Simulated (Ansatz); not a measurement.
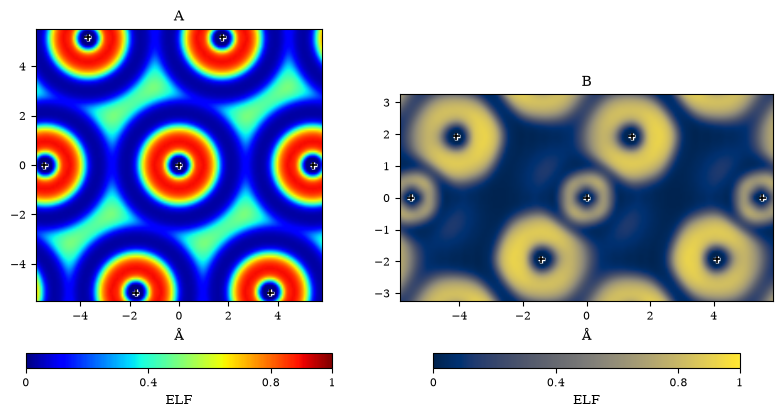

The electron localisation function of 2 systems, each on a plane through atoms (crosses mark nuclei in the plane).

Computed with DFT r2SCAN, scalar-relativistic, plane waves, PAW in Ansatz.

System 1: TiS2, the (110) plane of the conventional cell. Space group P-3m1; computed pressure about 3 GPa in this cell; the program warned that a starting moment wasn't kept; spin-polarised, but the moments vanished.

```
Ti S
1.0
     3.35886    0.00000    0.00000
    -1.67943    2.90886    0.00000
     0.00000    0.00000    5.52428
Ti S
1 2
Direct
  0.00000 0.00000 0.00000
  0.33333 0.66667 0.25870
  0.66667 0.33333 0.74130
```

System 2: Cs, the (101) plane of the calculation cell. Space group Fmmm; a structure from a database of computed crystals, not necessarily the ambient phase.

**Which map belongs to which system?**

Panel A is system 2, Cs: the plane holds Cs. Cs–Cs (5.45 Å): the ELF is about 0.10 at the midpoint: no shared electron pair shows on this line. Panel B is system 1, TiS2: the plane holds Ti and S. Ti–S (2.41 Å): the ELF peaks at about 0.85 in the valence shell of S, 0.8 Å from its nucleus, and is about 0.50 at the midpoint.
